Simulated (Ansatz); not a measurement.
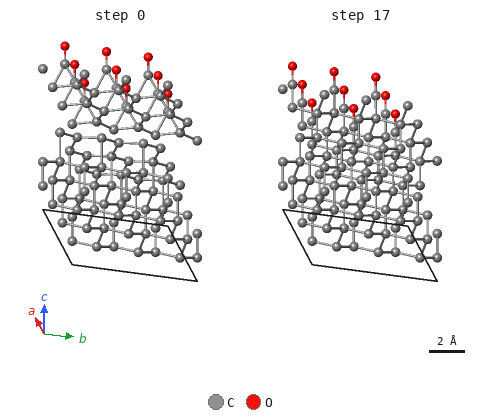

The structure of a slab of composition C₉O (cut from the Fd-3m phase) before (left) and after (right) a constrained relaxation, at one scale.

Style: ball-and-stick. Shown: the 3 × 3 repeat of the cell, outlined in the plane, without the vacuum, from a free direction.

Case: CO put at a bridge C-C site. The slab is the (1 1 1) face of C with CO on it. 4 atoms are held fixed.

The calculation used DFT PBEsol, scalar-relativistic, plane waves, PAW in Ansatz. Settings: plane-wave cutoff 420 eV; k-point mesh 12 × 12 × 1; occupations gaussian; smearing width 0.05 eV; no spin polarisation; dipole correction; atoms relaxed in a fixed cell; force threshold 0.03 eV/Å; at most 70 steps.

**Summarise the run.**

The energy falls by 3.544 eV per cell of the calculation in 17 geometry steps. The largest force component goes from 4.1 to 0.01 eV/Å. The largest move is that of a C atom, 1.84 Å along the normal (−c). By element the largest moves are C 1.84 Å, O 1.41 Å. The lattice vectors keep their values. Among the contacts that change: C–C 3.351 → 1.542 Å, C–C 1.579 → 2.482 Å, C–C 1.873 → 1.543 Å, C–C 1.577 → 1.470 Å. New bonds form, among them: C–C (3.35 → 1.54 Å). Bond angles that change, for instance: C–C–C 62.7° → 110.6°, C–C–O 152.6° → 179.9°, C–C–C 120.0° → 108.5°.

Limits of the set-up: the periodic images lie only 2.5 Å apart, so the values are limited by the cell's size.
